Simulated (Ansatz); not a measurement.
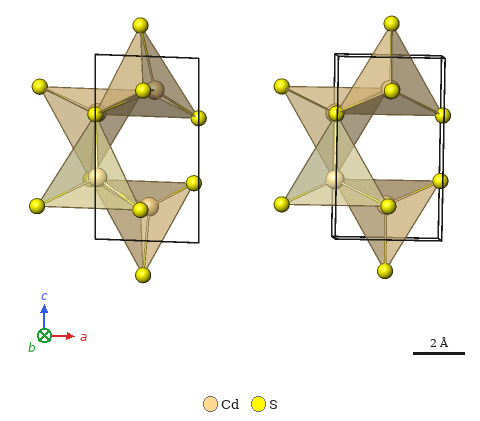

Two geometries of crystalline CdS (a generated structure, set up in P1) (coarse preliminary run), drawn at one scale. One is the start of a relaxation, the other its converged end. A polyhedral model of the cell of the calculation, seen along the b axis.

These are results of DFT PBE, scalar-relativistic, plane waves, PAW (Ansatz), not measurements. Set-up: plane-wave cutoff 420 eV; k-point mesh 4 × 2 × 2; occupations gaussian; smearing width 0.1 eV; no spin polarisation; cell and atoms relaxed; force threshold 0.025 eV/Å; at most 60 steps.

**Which of the two is the end point?**

The right one is the relaxed one. The largest moves relative to the cell, 0.34 Å, are those of Cd atoms. Largest moves by element: Cd 0.34 Å, S 0.30 Å. Cell: a 4.088 → 4.210 Å (+3.0 %), b 7.068 → 7.195 Å (+1.8 %), c 7.290 → 7.212 Å (−1.1 %), α 91.6° → 90.0°, β 92.2° → 90.0°, γ 87.7° → 90.0°. Volume +3.9 %. Near-neighbour distances that change, for instance: Cd–S 2.160 → 2.599 Å, Cd–S 2.901 → 2.538 Å, Cd–S 2.190 → 2.536 Å, Cd–S 2.821 → 2.537 Å. Among the angles between lasting bonds that change: Cd–S–Cd 135.0° → 113.9°, S–Cd–S 130.9° → 113.1°, S–Cd–S 130.3° → 113.1°. The space group (tolerance 0.01 Å) goes from P1 (No. 1) to P2_1/c (No. 14). Over 3 accepted moves (4 points after the start) the energy falls by 264 meV per atom. Largest force component: 4.1 eV/Å at the start, 0.0071 eV/Å at the end. Pressure: 6.19 GPa at the start and 0.08 GPa at the end. The SCF was repeated once at an unchanged geometry on a basis and grid sized afresh for the cell, which shifted the energy by 0.2 meV per atom at most. Cost: 66 s on 1 thread of Arm Neoverse V1, on a shared host, peak memory 0.44 GiB.
